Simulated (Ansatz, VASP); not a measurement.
# Cross-check of GaN between VASP and Ansatz

One calculation is typed for both programs; each brings its own data sets and cutoff. How far apart do they land?

Program: Ansatz 0.2.0. Level of theory: plane waves, with VASP 6.6.1 beside it; G0W0 gap at PBE. Results are calculated unless marked as measured.

**1. Set-up**

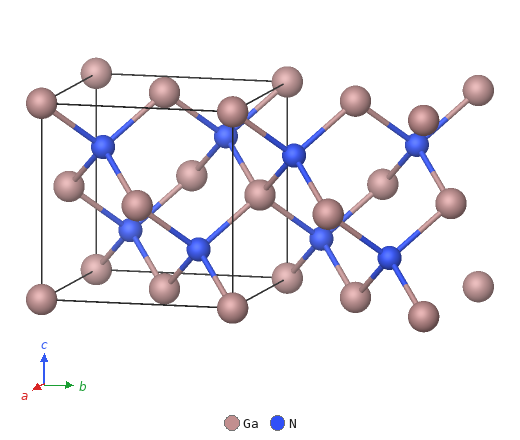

Start, viewed slightly off an axis; gallium pink, nitrogen blue. 1×2×1 cells are drawn. This picture shows the conventional cell, with its axes. Bonds to atoms that aren't drawn are left out. Some periodic images of atoms are drawn too.

Coordinates:

```xyz
2
Lattice="0.0000 2.2535 2.2535 2.2535 0.0000 2.2535 2.2535 2.2535 0.0000" Properties=species:S:1:pos:R:3 pbc="T T T"
Ga    0.0000    0.0000    0.0000
N     3.3803    3.3803    3.3803
```

**2. VASP: G0W0 gap, PBE**

Quasiparticle shifts depend on high empty states and on the cores, so they are the hardest test of two PAW sets.

Lines of VASP's logs that name or quote its potential files are left out, and so is its time.

INCAR reads:

```
SYSTEM = GaN
PREC = Accurate
ENCUT = 450
ISMEAR = 0
SIGMA = 0.01
LREAL = .FALSE.
GGA = PE
NBANDS = 72
ALGO = EVGW0
NELMGW = 1
ENCUTGW = 120
NOMEGA = 48
PRECFOCK = Fast
NBANDSGW = 24
LWAVE = .FALSE.
LCHARG = .FALSE.
```

POSCAR reads:

```
GaN
1.0
    0.0000000000      2.2535006075      2.2535006075
    2.2535006075      0.0000000000      2.2535006075
    2.2535006075      2.2535006075      0.0000000000
Ga N
1 1
Direct
    0.0000000000      0.0000000000      0.0000000000
    0.7500000000      0.7500000000      0.7500000000
```

KPOINTS reads:

```
Automatic mesh
0
Gamma
6 6 6
0 0 0
```

Potentials, in the order of the species: Ga_d_GW and N_GW (PBE family, release 64).

The run is started by

```
$ mpirun -np 8 vasp_std
```

Numbers of over 12 decimals in the logs are rounded to 6 here.

The log of the run:

```text
[banner, memory and clock lines left out]
running    8 mpi-ranks, on    1 nodes
 distrk:  each k-point on    8 cores,    1 groups
 distr:  one band on    1 cores,    8 groups

 POSCAR found type information on POSCAR GaN
 POSCAR found :  2 types and       2 ions
|                                                                             |
|           W    W    AA    RRRRR   N    N  II  N    N   GGGG   !!!           |
|           W    W   A  A   R    R  NN   N  II  NN   N  G    G  !!!           |
|           W    W  A    A  R    R  N N  N  II  N N  N  G       !!!           |
|           W WW W  AAAAAA  RRRRR   N  N N  II  N  N N  G  GGG   !            |
|           WW  WW  A    A  R   R   N   NN  II  N   NN  G    G                |
|           W    W  A    A  R    R  N    N  II  N    N   GGGG   !!!           |
|                                                                             |
|     For optimal performance we recommend to set                             |
|       NCORE = 2 up to number-of-cores-per-socket                            |
|     NCORE specifies how many cores store one orbital (NPAR=cpu/NCORE).      |
|     This setting can greatly improve the performance of VASP for DFT.       |
|     The default, NCORE=1 might be grossly inefficient on modern             |
|     multi-core architectures or massively parallel machines. Do your        |
|     Unfortunately you need to use the default for GW and RPA                |
|     calculations (for HF NCORE is supported but not extensively tested      |
|     yet).                                                                   |
|                                                                             |

|                                                                             |
|           W    W    AA    RRRRR   N    N  II  N    N   GGGG   !!!           |
|           W    W   A  A   R    R  NN   N  II  NN   N  G    G  !!!           |
|           W    W  A    A  R    R  N N  N  II  N N  N  G       !!!           |
|           W WW W  AAAAAA  RRRRR   N  N N  II  N  N N  G  GGG   !            |
|           WW  WW  A    A  R   R   N   NN  II  N   NN  G    G                |
|           W    W  A    A  R    R  N    N  II  N    N   GGGG   !!!           |
|                                                                             |
|     The default for ENCUTGWSOFT is different in this version of VASP.       |
|     please manually set ENCUTGWSOFT =120 in the INCAR file.                 |
|                                                                             |

 LDA part: xc-table for (Slater+PW92), standard interpolation
 found WAVECAR, reading the header
 POSCAR, INCAR and KPOINTS ok, starting setup
 FFT: planning ... GRIDC
 FFT: planning ... GRID_SOFT
 FFT: planning ... GRID
 reading WAVECAR
 the WAVECAR file was read successfully
 initial charge from wavefunction
 available memory per node:     31.93 GB, setting MAXMEM to     32698

 The Fermi energy was updated, please check that it is located mid-gap
 values below the HOMO (VB) or above the LUMO (CB) will cause erroneous energies
 E-fermi :   5.9591

 calculate exact exchange contribution
 the WAVEDER file was read successfully
energies w=
    0.000    0.000    0.755    0.000    1.507    0.000    2.252    0.000
    2.990    0.000    3.716    0.000    4.431    0.000    5.133    0.000
    5.822    0.000    6.498    0.000    7.163    0.000    7.816    0.000
    8.460    0.000    9.096    0.000    9.727    0.000   10.354    0.000
   10.980    0.000   11.607    0.000   12.239    0.000   12.877    0.000
   13.526    0.000   14.188    0.000   14.868    0.000   15.570    0.000
   16.298    0.000   17.060    0.000   17.859    0.000   18.706    0.000
   19.608    0.000   20.576    0.000   21.623    0.000   22.764    0.000
   24.020    0.000   25.415    0.000   26.982    0.000   28.759    0.000
   30.802    0.000   33.182    0.000   36.001    0.000   39.398    0.000
   43.581    0.000   48.865    0.000   55.753    0.000   65.102    0.000
   78.501    0.000   99.257    0.000  135.599    0.000  215.232    0.000
 responsefunction array rank=      80
 LDA part: xc-table for (Slater+PW92), standard interpolation

 min. memory requirement per mpi rank    122.5 MB, per node    979.6 MB

 allocating   6 responsefunctions rank=    80
 shmem allocating  48 responsefunctions rank=    80
 response function shared by NCSHMEM nodes    1
 Doing            6  frequencies on each core in blocks of           48
NQ=   1    0.0000    0.0000    0.0000,
|.........|.........|.........|.........|.........|.........|.........|.........
 performed        300000 updates of chi_q(r,r)
 total number of BLAS operations         10.15 Gflops
NQ=   2    0.1667    0.0000    0.0000,
|.........|.........|.........|.........|.........|.........|.........|.........
 performed        835000 updates of chi_q(r,r)
 total number of BLAS operations         26.61 Gflops
NQ=   3    0.3333    0.0000    0.0000,
|.........|.........|.........|.........|.........|.........|.........|.........
 performed       1370000 updates of chi_q(r,r)
 total number of BLAS operations         45.83 Gflops
NQ=   4    0.5000    0.0000    0.0000,
|.........|.........|.........|.........|.........|.........|.........|.........
 performed       1822000 updates of chi_q(r,r)
 total number of BLAS operations         63.56 Gflops
NQ=   5    0.1667    0.1667    0.0000,
|.........|.........|.........|.........|.........|.........|.........|.........
 performed       2357000 updates of chi_q(r,r)
 total number of BLAS operations         81.10 Gflops
NQ=   6    0.3333    0.1667    0.0000,
|.........|.........|.........|.........|.........|.........|.........|.........
 performed       3189000 updates of chi_q(r,r)
 total number of BLAS operations        111.89 Gflops
NQ=   7    0.5000    0.1667    0.0000,
|.........|.........|.........|.........|.........|.........|.........|.........
 performed       4021000 updates of chi_q(r,r)
 total number of BLAS operations        143.60 Gflops
NQ=   8   -0.3333    0.1667    0.0000,
|.........|.........|.........|.........|.........|.........|.........|.........
 performed       4853000 updates of chi_q(r,r)
 total number of BLAS operations        175.31 Gflops
NQ=   9   -0.1667    0.1667    0.0000,
|.........|.........|.........|.........|.........|.........|.........|.........
 performed       5574000 updates of chi_q(r,r)
 total number of BLAS operations        198.23 Gflops
NQ=  10    0.3333    0.3333    0.0000,
|.........|.........|.........|.........|.........|.........|.........|.........
 performed       6109000 updates of chi_q(r,r)
 total number of BLAS operations        220.43 Gflops
NQ=  11    0.5000    0.3333    0.0000,
|.........|.........|.........|.........|.........|.........|.........|.........
 performed       6941000 updates of chi_q(r,r)
 total number of BLAS operations        255.92 Gflops
NQ=  12   -0.3333    0.3333    0.0000,
|.........|.........|.........|.........|.........|.........|.........|.........
 performed       7662000 updates of chi_q(r,r)
 total number of BLAS operations        281.84 Gflops
NQ=  13    0.5000    0.5000    0.0000,
|.........|.........|.........|.........|.........|.........|.........|.........
 performed       8065000 updates of chi_q(r,r)
 total number of BLAS operations        295.08 Gflops
NQ=  14    0.5000    0.3333    0.1667,
|.........|.........|.........|.........|.........|.........|.........|.........
 performed       9001000 updates of chi_q(r,r)
 total number of BLAS operations        326.72 Gflops
NQ=  15   -0.3333    0.3333    0.1667,
|.........|.........|.........|.........|.........|.........|.........|.........
 performed       9881000 updates of chi_q(r,r)
 total number of BLAS operations        357.41 Gflops
NQ=  16   -0.3333    0.5000    0.1667,
|.........|.........|.........|.........|.........|.........|.........|.........
 performed      10606000 updates of chi_q(r,r)
 total number of BLAS operations        387.49 Gflops
 resolving degeneracies of screened two electron integrals

 calculate QP shifts <psi_nk| G(iteration)W_0 |psi_nk>: iteration 1
 entering main loop
```

Parts of OUTCAR (step 2):

```text
ion  position               nearest neighbor table
   1  0.000  0.000  0.000-   2 1.95   2 1.95   2 1.95   2 1.95
   2  0.750  0.750  0.750-   1 1.95   1 1.95   1 1.95   1 1.95

  LATTYP: Found a face centered cubic cell.
 ALAT       =     4.5070012150

 Subroutine GETGRP returns: Found 24 space group operations
 (whereof 24 operations were pure point group operations)

The static configuration has the point symmetry T_d .

 Found     16 irreducible k-points:

   k-points           NKPTS =     16   k-points in BZ     NKDIM =    216   number of bands    NBANDS=     72

   dimension x,y,z NGX =    24 NGY =   24 NGZ =   24
   dimension x,y,z NGXF=    48 NGYF=   48 NGZF=   48

   ENCUT  =  450.0 eV  33.07 Ry    5.75 a.u.   5.51  5.51  5.51*2*pi/ulx,y,z

   NELECT =      18.0000    total number of electrons

  energy-cutoff  :      450.00
  volume of cell :       22.89
      direct lattice vectors                 reciprocal lattice vectors
     0.000000000  2.253500607  2.253500607    -0.221877020  0.221877020  0.221877020
     2.253500607  0.000000000  2.253500607     0.221877020 -0.221877020  0.221877020
     2.253500607  2.253500607  0.000000000     0.221877020  0.221877020 -0.221877020

 k-points in reciprocal lattice and weights: Automatic mesh
   0.00000000  0.00000000  0.00000000       0.005
   0.16666667  0.00000000  0.00000000       0.037
   0.33333333  0.00000000  0.00000000       0.037
   0.50000000  0.00000000  0.00000000       0.019
   0.16666667  0.16666667  0.00000000       0.028
   0.33333333  0.16666667  0.00000000       0.111
   0.50000000  0.16666667  0.00000000       0.111
  -0.33333333  0.16666667  0.00000000       0.111
  -0.16666667  0.16666667  0.00000000       0.056
[...]
-0.33333333  0.33333333  0.16666667       0.111
  -0.33333333  0.50000000  0.16666667       0.056

 E-fermi :   5.9591

 QP shifts <psi_nk| G(iteration)W_0 |psi_nk>: iteration 1
 for sc-GW calculations column KS-energies equals QP-energies in previous step
 and V_xc(KS)=  KS-energies - (<T + V_ion + V_H > + <T+V_H+V_ion>^1  + <V_x>^1)
 k-point   1 :       0.0000    0.0000    0.0000
  band No.  KS-energies  QP-energies   sigma(KS)   V_xc(KS)     V^pw_x(r,r')   Z            occupation Imag(sigma)
    ...
      6      -8.0769     -11.2798     -26.1653     -21.8074     -35.1863       0.7350       2.0000       0.1853
      7       5.0978       4.6627     -18.2998     -17.7320     -21.3412       0.7662       2.0000       0.0911
      8       5.0978       4.6627     -18.2998     -17.7320     -21.3412       0.7662       2.0000       0.0911
      9       5.0978       4.6627     -18.2998     -17.7320     -21.3412       0.7662       2.0000       0.0911
     10       6.8203       7.5059     -12.5020     -13.3584      -9.0917       0.8005       0.0000      -0.0688
     11      15.3897      16.1729     -10.4427     -11.4287      -5.3700       0.7943       0.0000      -0.1410
     12      15.3897      16.1729     -10.4427     -11.4287      -5.3700       0.7943       0.0000      -0.1410
     13      15.3897      16.1729     -10.4427     -11.4287      -5.3700       0.7943       0.0000      -0.1410
    ...

 k-point   2 :       0.1667    0.0000    0.0000
  band No.  KS-energies  QP-energies   sigma(KS)   V_xc(KS)     V^pw_x(r,r')   Z            occupation Imag(sigma)
    ...
      6      -8.0783     -11.2764     -26.1585     -21.8023     -35.1818       0.7341       2.0000       0.1864
      7       2.8139       2.1686     -16.7286     -15.8781     -19.9341       0.7587       2.0000       0.1135
      8       4.8276       4.3586     -18.0699     -17.4564     -21.1554       0.7645       2.0000       0.0939
      9       4.8276       4.3586     -18.0699     -17.4564     -21.1554       0.7645       2.0000       0.0939
     10       8.4316       9.2205     -13.1934     -14.1932      -9.6526       0.7891       0.0000      -0.0742
     11      14.3525      15.2017     -10.9520     -12.0273      -5.9627       0.7897       0.0000      -0.1374
     12      15.7452      16.5495     -10.6324     -11.6524      -5.4469       0.7885       0.0000      -0.1574
     13      15.7452      16.5495     -10.6324     -11.6524      -5.4469       0.7885       0.0000      -0.1574
    ...

 k-point   3 :       0.3333    0.0000    0.0000
  band No.  KS-energies  QP-energies   sigma(KS)   V_xc(KS)     V^pw_x(r,r')   Z            occupation Imag(sigma)
    ...
      6      -7.5924     -10.1307     -23.3639     -19.8728     -31.8725       0.7271       2.0000       0.4121
      7      -0.2621      -1.1328     -15.5534     -14.3659     -19.7106       0.7332       2.0000       0.2086
      8       4.3496       3.8282     -17.7138     -17.0297     -20.8861       0.7623       2.0000       0.0986
      9       4.3496       3.8282     -17.7138     -17.0297     -20.8861       0.7623       2.0000       0.0986
     10       9.5607      10.3957     -12.0264     -13.0758      -7.8799       0.7957       0.0000      -0.0906
     11      13.7371      14.6744     -12.3757     -13.6038      -7.2436       0.7632       0.0000      -0.1564
     12      15.7162      16.4501     -10.6072     -11.5369      -5.4669       0.7894       0.0000      -0.1653
     13      15.7162      16.4501     -10.6072     -11.5369      -5.4669       0.7894       0.0000      -0.1653
    ...

 k-point   4 :       0.5000    0.0000    0.0000
  band No.  KS-energies  QP-energies   sigma(KS)   V_xc(KS)     V^pw_x(r,r')   Z            occupation Imag(sigma)
    ...
      6      -6.8146      -9.1194     -23.1127     -19.9460     -31.4757       0.7278       2.0000       0.4408
      7      -1.9406      -2.8086     -14.1904     -12.9874     -18.6338       0.7215       2.0000       0.3175
      8       4.1320       3.5923     -17.5649     -16.8560     -20.7750       0.7613       2.0000       0.1010
      9       4.1320       3.5923     -17.5649     -16.8560     -20.7750       0.7613       2.0000       0.1010
     10       9.7337      10.5479     -11.5490     -12.5633      -7.3501       0.8028       0.0000      -0.0912
     11      13.8240      14.7530     -12.8696     -14.1110      -7.5295       0.7483       0.0000      -0.1752
     12      15.4448      16.1275     -10.5161     -11.3767      -5.4804       0.7932       0.0000      -0.1582
     13      15.4448      16.1275     -10.5161     -11.3767      -5.4804       0.7932       0.0000      -0.1582
    ...

[... 4 further parts left out ...]
```

(Continued in part 2 of 2.)

[Lines on the potential files, build, host, timing and source positions are cut from VASP's logs without a mark.]

[Logs are printed without paths, hosts, clocks, repeated set-up lines and the standing remarks that a program may print on its own settings, such as how far it seeks lower states.]

[Hosts, paths, dates, database ids (printed as entryN), source tags and the programs' standing remarks are cut or masked in the printed files.]
